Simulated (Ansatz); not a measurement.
Cell and atoms:

```
Pt
1.0
     3.12094    0.00000    0.00000
     0.00000    4.41368    0.00000
     0.00000    0.00000   17.65471
Pt
16
Direct
  0.00000 0.00000 0.43750
  0.50000 0.00000 0.06250
  0.00000 0.00000 0.18750
  0.50000 0.00000 0.31250
  0.00000 0.50000 0.93750
  0.50000 0.50000 0.56250
  0.00000 0.50000 0.68750
  0.50000 0.50000 0.81250
  0.50000 0.00000 0.93750
  0.00000 0.00000 0.56250
  0.50000 0.00000 0.68750
  0.00000 0.00000 0.81250
  0.50000 0.50000 0.43750
  0.00000 0.50000 0.06250
  0.50000 0.50000 0.18750
  0.00000 0.50000 0.31250
```

Interpret the file: composition, symmetry and coordination.

The element is platinum. The symmetry is that of Fmmm (No. 69), on a face-centred orthorhombic lattice. The cell holds 16 atoms. Taking every contact within bonding distance, one finds Pt 7 to 8 (mean 7.5).

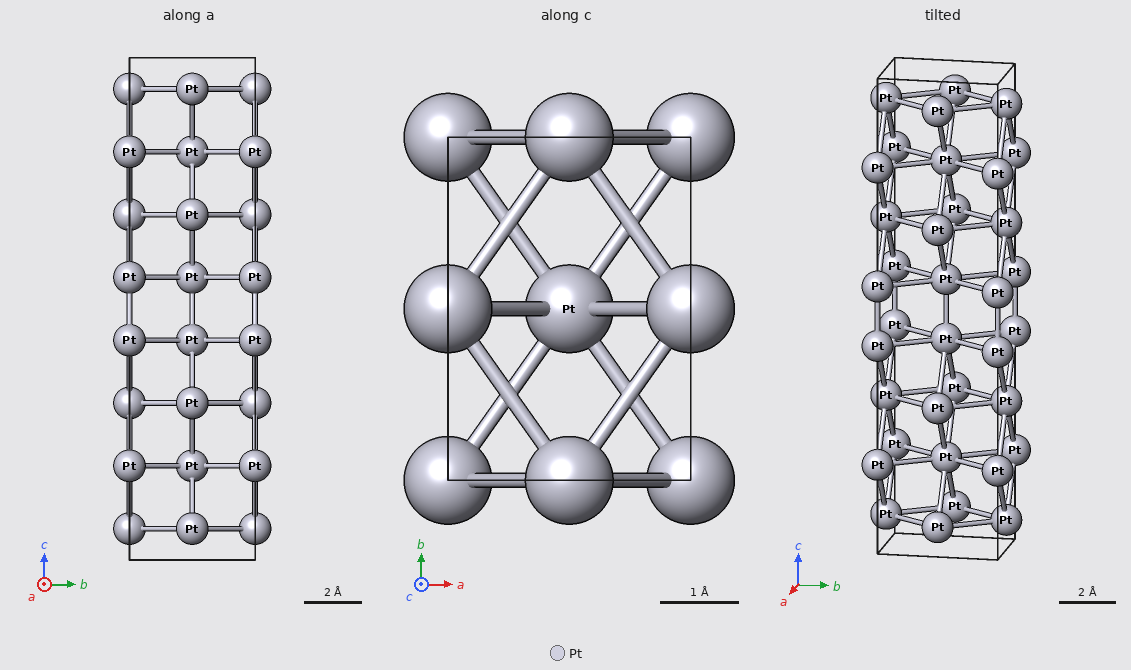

Ball-and-stick representation of a periodic structure, projected along the a axis, along the c axis and slightly off an axis. Lines trace the edges of the conventional unit cell.

Origin of the cell: a structure listed in the Materials Project. The cell was then strained or its atoms displaced on purpose. It was the input of a calculation with Ansatz.

At this level of theory the run's own cell isn't at rest (compressed, at 15 GPa and forces up to 7.1 eV/Å), so its distances can differ from those at equilibrium, the more so the softer the solid.
